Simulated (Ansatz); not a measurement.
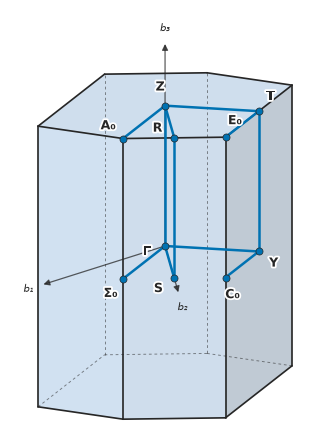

The figure shows the first Brillouin zone with its special points and a band path. Crystal: Ru, coordinates from a relaxation with DFT, RPBE, plane waves (420 eV) with PAW, scalar-relativistic (Ansatz 0.2.0); the starting structure was generated, so it need not be a known form of this composition. All values are computed from the atomic coordinates in the standard setting (tolerance 0.002 Å).

Labels and path follow the convention of Hinuma et al. (2017), as computed by seekpath; the arrows show the directions of the reciprocal primitive vectors b₁, b₂, b₃.

> Name the Bravais lattice of the crystal.

A base-centred orthorhombic lattice (oC; extended symbol oC1). The zone is a hexagonal prism in its combinatorial type: 8 faces (6 with 4 edges, 2 with 6 edges), 18 edges, 12 vertices.

> Write the standard path through the labelled points.

Γ–Y–C₀ | Σ₀–Γ–Z–A₀ | E₀–T–Y | Γ–S–R–Z–T
